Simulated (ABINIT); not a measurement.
**Dielectric calculation, with input and output: GaP (part 2 of 3)**

Continued. System: GaP (2 atoms in the cell). Method: Kohn-Sham DFT of a periodic cell, PBE, PseudoDojo NC SR PBE v0.4.1 standard, no spin polarisation (ABINIT 10.8.3); cutoff 979.61 eV, 4×4×4 k-mesh, fixed occupations. The structure derives from an entry of the Crystallography Open Database.

Geometry of the input (Å; fractional positions):
```
0.0000  2.7252  2.7252
2.7252  0.0000  2.7252
2.7252  2.7252  0.0000
Ga 0.0000  0.0000  0.0000
P  0.7500  0.7500  0.7500
```

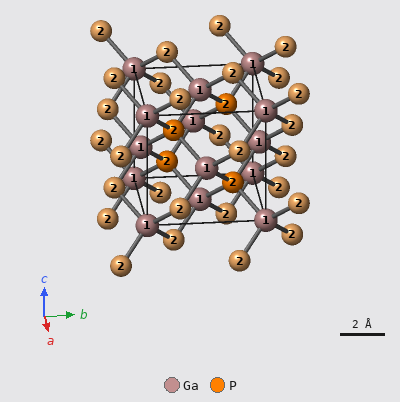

Figure 1. The structure as given in the input (ball-and-stick view of the cell 4 times as large as that of the calculation, set on its symmetry axes, seen at an oblique angle; neighbours outside the cell are drawn fainter; atoms are numbered from 1 in the order of the input).

### Log, continued
```
--- !DatasetInfo
iteration_state: {dtset: 2, }
dimensions: {natom: 2, nkpt: 128, mband: 9, nsppol: 1, nspinor: 1, nspden: 1, mpw: 2826, }
cutoff_energies: {ecut:  36.0, pawecutdg:  -1.0, }
electrons: {nelect:   1.80000000E+01, charge:   0.00000000E+00, occopt:   1.00000000E+00, tsmear:   1.00000000E-02, }
meta: {optdriver: 1, rfelfd: 2, }
...

 mkfilename : getwfk/=0, take file _WFK from output of DATASET   1.

 Exchange-correlation functional for the present dataset will be:
  GGA: Perdew-Burke-Ernzerhof functional - ixc=11
  J.P.Perdew, K.Burke, M.Ernzerhof, PRL 77, 3865 (1996)

 Real(R)+Recip(G) space primitive vectors, cartesian coordinates (Bohr,Bohr^-1):
 R(1)=  0.0000000  5.1499761  5.1499761  G(1)= -0.0970878  0.0970878  0.0970878
 R(2)=  5.1499761  0.0000000  5.1499761  G(2)=  0.0970878 -0.0970878  0.0970878
 R(3)=  5.1499761  5.1499761  0.0000000  G(3)=  0.0970878  0.0970878 -0.0970878
 Unit cell volume ucvol=  2.7317795E+02 bohr^3
 Angles (23,13,12)=  6.00000000E+01  6.00000000E+01  6.00000000E+01 degrees
 setup1 : take into account q-point for computing boxcut.

 getcut: wavevector=  0.0000  0.0000  0.0000  ngfft=  40  40  40
         ecut(hartree)=     36.000   => boxcut(ratio)=   2.03340
--------------------------------------------------------------------------------

 ==>  initialize data related to q vector <==

 The list of irreducible perturbations for this q vector is:
    1)    idir= 1    ipert=   3
    2)    idir= 2    ipert=   3
    3)    idir= 3    ipert=   3

================================================================================

--------------------------------------------------------------------------------
 Perturbation wavevector (in red.coord.)   0.000000  0.000000  0.000000
 Perturbation : derivative vs k along direction   1
 The set of symmetries contains only one element for this perturbation.
 symkpt : not enough symmetry to change the number of k points.

--------------------------------------------------------------------------------

--------------------------------------------------------------------------------

 Initialisation of the first-order wave-functions :
  ireadwf=   0

--- !BeginCycle
iteration_state: {dtset: 2, }
solver: {iscf: -3, nstep: 80, nline: 4, wfoptalg: 0, }
tolerances: {tolwfr: 1.00E-18, }
...

     iter   2DEtotal(Ha)        deltaE(Ha) residm    vres2
-ETOT  1  -41.780665110764     -4.178E+01 1.065E+00 0.000E+00
 ETOT  2  -41.933410510778     -1.527E-01 4.681E-02 0.000E+00
 ETOT  3  -41.936950052053     -3.540E-03 2.851E-03 0.000E+00
 ETOT  4  -41.937134974764     -1.849E-04 2.422E-04 0.000E+00
 ETOT  5  -41.937147565620     -1.259E-05 1.956E-05 0.000E+00
 ETOT  6  -41.937148512501     -9.469E-07 1.737E-06 0.000E+00
 ETOT  7  -41.937148587036     -7.454E-08 1.424E-07 0.000E+00
 ETOT  8  -41.937148593057     -6.021E-09 1.300E-08 0.000E+00
 ETOT  9  -41.937148593551     -4.945E-10 1.055E-09 0.000E+00
 ETOT 10  -41.937148593592     -4.112E-11 9.830E-11 0.000E+00
 ETOT 11  -41.937148593596     -3.389E-12 7.880E-12 0.000E+00
 ETOT 12  -41.937148593596     -3.055E-13 7.478E-13 0.000E+00
 ETOT 13  -41.937148593596     -4.974E-14 6.000E-14 0.000E+00
 ETOT 14  -41.937148593596      0.000E+00 5.710E-15 0.000E+00
 ETOT 15  -41.937148593596      1.421E-14 4.597E-16 0.000E+00
 ETOT 16  -41.937148593596     -1.421E-14 4.376E-17 0.000E+00
 ETOT 17  -41.937148593596      2.842E-14 3.530E-18 0.000E+00
 ETOT 18  -41.937148593596     -2.842E-14 9.953E-19 0.000E+00

 At SCF step   18   max residual=  9.95E-19 < tolwfr=  1.00E-18 =>converged.
================================================================================

 ----iterations are completed or convergence reached----

 Mean square residual over all n,k,spin=   54.025E-20; max=  99.529E-20
 dfpt_looppert : ek2=    4.0189543164E+01
          f-sum rule ratio=    1.0051415633E+00
 Expectation of eigenvalue derivatives (hartree) for nkpt= 128  k points:
  (in case of degenerate eigenvalues, averaged derivative)
 kpt#   1, nband=  9, wtk=  0.00781, kpt= -0.1250 -0.2500  0.0000 (reduced coord)
   0.00458   -0.00356   -0.00292    0.00283   -0.00144   -0.03921   -0.08977    0.17060
   0.24546
 prteigrs : prtvol=0 or 1, do not print more k-points.

 2DEtotal=   -0.4193714859E+02 Ha. Also 2DEtotal=   -0.114116794844E+04 eV
    (  non-var. 2DEtotal :   -4.1937148591E+01 Ha)

--------------------------------------------------------------------------------
 Perturbation wavevector (in red.coord.)   0.000000  0.000000  0.000000
 Perturbation : derivative vs k along direction   2
 The set of symmetries contains only one element for this perturbation.
 symkpt : not enough symmetry to change the number of k points.

--------------------------------------------------------------------------------

--------------------------------------------------------------------------------

 Initialisation of the first-order wave-functions :
  ireadwf=   0

--- !BeginCycle
iteration_state: {dtset: 2, }
solver: {iscf: -3, nstep: 80, nline: 4, wfoptalg: 0, }
tolerances: {tolwfr: 1.00E-18, }
...

     iter   2DEtotal(Ha)        deltaE(Ha) residm    vres2
-ETOT  1  -41.780665110627     -4.178E+01 1.065E+00 0.000E+00
 ETOT  2  -41.933410510642     -1.527E-01 4.681E-02 0.000E+00
 ETOT  3  -41.936950051916     -3.540E-03 2.851E-03 0.000E+00
 ETOT  4  -41.937134974627     -1.849E-04 2.422E-04 0.000E+00
 ETOT  5  -41.937147565483     -1.259E-05 1.956E-05 0.000E+00
 ETOT  6  -41.937148512365     -9.469E-07 1.737E-06 0.000E+00
 ETOT  7  -41.937148586900     -7.454E-08 1.424E-07 0.000E+00
 ETOT  8  -41.937148592921     -6.021E-09 1.300E-08 0.000E+00
 ETOT  9  -41.937148593415     -4.944E-10 1.055E-09 0.000E+00
 ETOT 10  -41.937148593456     -4.102E-11 9.830E-11 0.000E+00
 ETOT 11  -41.937148593460     -3.489E-12 7.880E-12 0.000E+00
 ETOT 12  -41.937148593460     -3.126E-13 7.478E-13 0.000E+00
 ETOT 13  -41.937148593460     -7.105E-15 6.000E-14 0.000E+00
 ETOT 14  -41.937148593460     -1.421E-14 5.710E-15 0.000E+00
 ETOT 15  -41.937148593460      5.684E-14 4.597E-16 0.000E+00
 ETOT 16  -41.937148593460     -4.263E-14 4.376E-17 0.000E+00
 ETOT 17  -41.937148593460      0.000E+00 3.530E-18 0.000E+00
 ETOT 18  -41.937148593460      2.842E-14 9.981E-19 0.000E+00

 At SCF step   18   max residual=  9.98E-19 < tolwfr=  1.00E-18 =>converged.
================================================================================

 ----iterations are completed or convergence reached----

 Mean square residual over all n,k,spin=   53.883E-20; max=  99.812E-20
 dfpt_looppert : ek2=    4.0189543164E+01
          f-sum rule ratio=    1.0051415633E+00
 Expectation of eigenvalue derivatives (hartree) for nkpt= 128  k points:
  (in case of degenerate eigenvalues, averaged derivative)
 kpt#   1, nband=  9, wtk=  0.00781, kpt= -0.1250 -0.2500  0.0000 (reduced coord)
   0.00751   -0.00237   -0.00320    0.00030   -0.00095   -0.18287    0.58569    0.12147
   0.16267
 prteigrs : prtvol=0 or 1, do not print more k-points.

 2DEtotal=   -0.4193714859E+02 Ha. Also 2DEtotal=   -0.114116794843E+04 eV
    (  non-var. 2DEtotal :   -4.1937148591E+01 Ha)

--------------------------------------------------------------------------------
 Perturbation wavevector (in red.coord.)   0.000000  0.000000  0.000000
 Perturbation : derivative vs k along direction   3
 The set of symmetries contains only one element for this perturbation.
 symkpt : not enough symmetry to change the number of k points.

--------------------------------------------------------------------------------

--------------------------------------------------------------------------------

 Initialisation of the first-order wave-functions :
  ireadwf=   0

--- !BeginCycle
iteration_state: {dtset: 2, }
solver: {iscf: -3, nstep: 80, nline: 4, wfoptalg: 0, }
tolerances: {tolwfr: 1.00E-18, }
...

     iter   2DEtotal(Ha)        deltaE(Ha) residm    vres2
-ETOT  1  -41.780665110490     -4.178E+01 1.065E+00 0.000E+00
 ETOT  2  -41.933410510505     -1.527E-01 4.681E-02 0.000E+00
 ETOT  3  -41.936950051780     -3.540E-03 2.851E-03 0.000E+00
 ETOT  4  -41.937134974491     -1.849E-04 2.422E-04 0.000E+00
 ETOT  5  -41.937147565347     -1.259E-05 1.956E-05 0.000E+00
 ETOT  6  -41.937148512228     -9.469E-07 1.737E-06 0.000E+00
 ETOT  7  -41.937148586764     -7.454E-08 1.424E-07 0.000E+00
 ETOT  8  -41.937148592784     -6.020E-09 1.300E-08 0.000E+00
 ETOT  9  -41.937148593279     -4.946E-10 1.055E-09 0.000E+00
 ETOT 10  -41.937148593320     -4.108E-11 9.830E-11 0.000E+00
 ETOT 11  -41.937148593323     -3.368E-12 7.880E-12 0.000E+00
 ETOT 12  -41.937148593323     -3.126E-13 7.478E-13 0.000E+00
 ETOT 13  -41.937148593323     -2.842E-14 6.000E-14 0.000E+00
 ETOT 14  -41.937148593323      4.263E-14 5.710E-15 0.000E+00
 ETOT 15  -41.937148593323     -1.421E-14 4.597E-16 0.000E+00
 ETOT 16  -41.937148593323      7.105E-15 4.376E-17 0.000E+00
 ETOT 17  -41.937148593323     -2.132E-14 3.530E-18 0.000E+00
 ETOT 18  -41.937148593323      1.421E-14 9.953E-19 0.000E+00

 At SCF step   18   max residual=  9.95E-19 < tolwfr=  1.00E-18 =>converged.
================================================================================

 ----iterations are completed or convergence reached----

 Mean square residual over all n,k,spin=   54.297E-20; max=  99.529E-20
 dfpt_looppert : ek2=    4.0189543164E+01
          f-sum rule ratio=    1.0051415633E+00
 Expectation of eigenvalue derivatives (hartree) for nkpt= 128  k points:
  (in case of degenerate eigenvalues, averaged derivative)
 kpt#   1, nband=  9, wtk=  0.00781, kpt= -0.1250 -0.2500  0.0000 (reduced coord)
  -0.00604    0.00296    0.00306   -0.00156    0.00119    0.11104   -0.24796   -0.14604
  -0.20406
 prteigrs : prtvol=0 or 1, do not print more k-points.

 2DEtotal=   -0.4193714859E+02 Ha. Also 2DEtotal=   -0.114116794843E+04 eV
    (  non-var. 2DEtotal :   -4.1937148591E+01 Ha)
================================================================================

 ---- first-order wavefunction calculations are completed ----

 Total localisation tensor (bohr^2) in cartesian coordinates
  WARNING : still subject to testing - especially symmetries.
      direction              matrix element
   alpha     beta       real part   imaginary part
     1        1       1.8823260762    0.0000000000
     1        2       0.9411630381    0.0000000000
     1        3       0.9411630381    0.0000000000
     2        1       0.9411630381    0.0000000000
     2        2       1.8823260762    0.0000000000
     2        3       0.9411630381    0.0000000000
     3        1       0.9411630381    0.0000000000
     3        2       0.9411630381    0.0000000000
     3        3       1.8823260762    0.0000000000

 respfn : d/dk was computed, but no 2DTE, so no DDB output.

================================================================================
== DATASET  3 ==================================================================

--- !DatasetInfo
iteration_state: {dtset: 3, }
dimensions: {natom: 2, nkpt: 128, mband: 9, nsppol: 1, nspinor: 1, nspden: 1, mpw: 2826, }
cutoff_energies: {ecut:  36.0, pawecutdg:  -1.0, }
electrons: {nelect:   1.80000000E+01, charge:   0.00000000E+00, occopt:   1.00000000E+00, tsmear:   1.00000000E-02, }
meta: {optdriver: 1, rfelfd: 3, }
...

 mkfilename : getwfk/=0, take file _WFK from output of DATASET   1.

 mkfilename : getddk/=0, take file _1WF from output of DATASET   2.

 Exchange-correlation functional for the present dataset will be:
  GGA: Perdew-Burke-Ernzerhof functional - ixc=11
  J.P.Perdew, K.Burke, M.Ernzerhof, PRL 77, 3865 (1996)

 Real(R)+Recip(G) space primitive vectors, cartesian coordinates (Bohr,Bohr^-1):
 R(1)=  0.0000000  5.1499761  5.1499761  G(1)= -0.0970878  0.0970878  0.0970878
 R(2)=  5.1499761  0.0000000  5.1499761  G(2)=  0.0970878 -0.0970878  0.0970878
 R(3)=  5.1499761  5.1499761  0.0000000  G(3)=  0.0970878  0.0970878 -0.0970878
 Unit cell volume ucvol=  2.7317795E+02 bohr^3
 Angles (23,13,12)=  6.00000000E+01  6.00000000E+01  6.00000000E+01 degrees
 setup1 : take into account q-point for computing boxcut.

 getcut: wavevector=  0.0000  0.0000  0.0000  ngfft=  40  40  40
         ecut(hartree)=     36.000   => boxcut(ratio)=   2.03340
--------------------------------------------------------------------------------

 ==>  initialize data related to q vector <==

 The list of irreducible perturbations for this q vector is:
    1)    idir= 1    ipert=   4

================================================================================

 The perturbation idir=   2  ipert=   4 is
 symmetric of a previously calculated perturbation.
 So, its SCF calculation is not needed.

 The perturbation idir=   3  ipert=   4 is
 symmetric of a previously calculated perturbation.
 So, its SCF calculation is not needed.

--------------------------------------------------------------------------------
 Perturbation wavevector (in red.coord.)   0.000000  0.000000  0.000000
 Perturbation : homogeneous electric field along direction   1
 The set of symmetries contains only one element for this perturbation.
 symkpt : not enough symmetry to change the number of k points.

--------------------------------------------------------------------------------

--------------------------------------------------------------------------------

 Initialisation of the first-order wave-functions :
  ireadwf=   0

--- !BeginCycle
iteration_state: {dtset: 3, }
solver: {iscf: 7, nstep: 80, nline: 4, wfoptalg: 0, }
tolerances: {tolvrs: 1.00E-08, }
...

     iter   2DEtotal(Ha)        deltaE(Ha) residm    vres2
-ETOT  1  -230.45864918940     -2.305E+02 4.380E+01 3.670E+04
 ETOT  2  -243.54449996291     -1.309E+01 3.981E+00 2.708E+03
 ETOT  3  -244.38655070768     -8.421E-01 9.710E-02 5.150E+01
 ETOT  4  -244.40014864916     -1.360E-02 1.462E-02 1.730E+01
 ETOT  5  -244.40802192951     -7.873E-03 3.791E-04 1.840E-01
 ETOT  6  -244.40810164380     -7.971E-05 8.973E-05 8.709E-03
 ETOT  7  -244.40810524424     -3.600E-06 1.516E-06 4.235E-04
 ETOT  8  -244.40810548263     -2.384E-07 3.638E-07 1.221E-05
 ETOT  9  -244.40810549369     -1.106E-08 5.739E-09 4.663E-07
 ETOT 10  -244.40810549435     -6.564E-10 1.484E-09 3.306E-08
 ETOT 11  -244.40810549439     -3.826E-11 2.513E-11 1.636E-09

 At SCF step   11       vres2   =  1.64E-09 < tolvrs=  1.00E-08 =>converged.
-open ddk wf file :runo_DS2_1WF7
-open ddk wf file :runo_DS2_1WF8
-open ddk wf file :runo_DS2_1WF9
================================================================================

 ----iterations are completed or convergence reached----

 Mean square residual over all n,k,spin=   11.043E-14; max=  25.134E-12

 2DEtotal=   -0.2444081055E+03 Ha. Also 2DEtotal=   -0.665068336026E+04 eV
    (  non-var. 2DEtotal :   -2.4440809883E+02 Ha)
================================================================================

 ---- first-order wavefunction calculations are completed ----

 ==> Compute Derivative Database <==
 The violation of the charge neutrality conditions
 by the effective charges is as follows :
    atom        electric field
 displacement     direction
       1               1       -0.092561        0.000000
       1               2        0.000000        0.000000
       1               3        0.000000        0.000000
       2               1        0.000000        0.000000
       2               2       -0.092561        0.000000
       2               3       -0.000000        0.000000
       3               1       -0.000000        0.000000
       3               2       -0.000000        0.000000
       3               3       -0.092561        0.000000

 Effective charge tensors after
 imposition of the charge neutrality (if requested by user),
 and eventual restriction to some part :
   atom    displacement
         1         1    2.189524E+00    1.092013E-15    1.773144E-15
         1         2   -9.063888E-16    2.189524E+00   -1.790582E-15
         1         3    9.063888E-16   -1.092013E-15    2.189524E+00
         2         1   -2.189524E+00   -1.092013E-15   -1.773144E-15
         2         2    9.063888E-16   -2.189524E+00    1.790582E-15
         2         3   -9.063888E-16    1.092013E-15   -2.189524E+00
 Now, the imaginary part of the dynamical matrix is zeroed

  Dielectric tensor, in cartesian coordinates,
     j1       j2             matrix element
  dir pert dir pert     real part    imaginary part

   1    4   1    4        11.0709223030        -0.0000000000

   2    4   2    4        11.0709223030        -0.0000000000

   3    4   3    4        11.0709223030        -0.0000000000

  Effective charges, in cartesian coordinates,
  (from electric field response)
   if specified in the inputs, charge neutrality has been imposed
     j1       j2             matrix element
  dir pert dir pert     real part    imaginary part

   1    1   1    4         2.1895237989         0.0000000000
   1    2   1    4        -2.1895237989         0.0000000000

   2    1   2    4         2.1895237989         0.0000000000
   2    2   2    4        -2.1895237989         0.0000000000

   3    1   3    4         2.1895237989         0.0000000000
   3    2   3    4        -2.1895237989         0.0000000000

== END DATASET(S) ==============================================================
================================================================================

 -outvars: echo values of variables after computation  --------
            acell      1.8897261259E+00  1.8897261259E+00  1.8897261259E+00 Bohr
           etotal1    -8.3428175890E+01
           etotal2    -4.1937148593E+01
           etotal3    -2.4440810549E+02
            fcart1    -0.0000000000E+00 -0.0000000000E+00 -0.0000000000E+00
                      -0.0000000000E+00 -0.0000000000E+00 -0.0000000000E+00
            fcart3     0.0000000000E+00  0.0000000000E+00  0.0000000000E+00
                       0.0000000000E+00  0.0000000000E+00  0.0000000000E+00
            rprim      0.0000000000E+00  2.7252500000E+00  2.7252500000E+00
                       2.7252500000E+00  0.0000000000E+00  2.7252500000E+00
                       2.7252500000E+00  2.7252500000E+00  0.0000000000E+00
           strten1    -5.6179036998E-05 -5.6179036998E-05 -5.6179036998E-05
                       0.0000000000E+00  0.0000000000E+00  0.0000000000E+00
           strten3     0.0000000000E+00  0.0000000000E+00  0.0000000000E+00
                       0.0000000000E+00  0.0000000000E+00  0.0000000000E+00
           xangst      0.0000000000E+00  0.0000000000E+00  0.0000000000E+00
                       4.0878750000E+00  4.0878750000E+00  4.0878750000E+00
             xred      0.0000000000E+00  0.0000000000E+00  0.0000000000E+00
                       7.5000000000E-01  7.5000000000E-01  7.5000000000E-01
 Calculation completed.
```

### File anaddb.abo
```
.Version 10.8.3 of ANADDB
================================================================================

 -outvars_anaddb: echo values of input variables ----------------------

 Flags :
     dieflag         2
 Miscellaneous information :
         asr         1

================================================================================

 read the DDB information and perform some checks

  ==== Info on the Cryst% object ====
 Real(R)+Recip(G) space primitive vectors, cartesian coordinates (Bohr,Bohr^-1):
 R(1)=  0.0000000  5.1499761  5.1499761  G(1)= -0.0970878  0.0970878  0.0970878
 R(2)=  5.1499761  0.0000000  5.1499761  G(2)=  0.0970878 -0.0970878  0.0970878
 R(3)=  5.1499761  5.1499761  0.0000000  G(3)=  0.0970878  0.0970878 -0.0970878
 Unit cell volume ucvol=  2.7317795E+02 bohr^3
 Angles (23,13,12)=  6.00000000E+01  6.00000000E+01  6.00000000E+01 degrees
 Time-reversal symmetry is present
 Reduced atomic positions [iatom, xred, symbol]:
    1)    0.0000000  0.0000000  0.0000000  Ga
    2)    0.7500000  0.7500000  0.7500000   P

 DDB file with 3 blocks has been read.

================================================================================

 Dielectric Tensor and Effective Charges

 anaddb : Zero the imaginary part of the Dynamical Matrix at Gamma,
   and impose the ASR on the effective charges

 The violation of the charge neutrality conditions
 by the effective charges is as follows :
    atom        electric field
 displacement     direction
       1               1       -0.092561        0.000000
       1               2       -0.000000        0.000000
       1               3       -0.000000        0.000000
       2               1       -0.000000        0.000000
       2               2       -0.092561        0.000000
       2               3        0.000000        0.000000
       3               1        0.000000        0.000000
       3               2        0.000000        0.000000
       3               3       -0.092561        0.000000
```
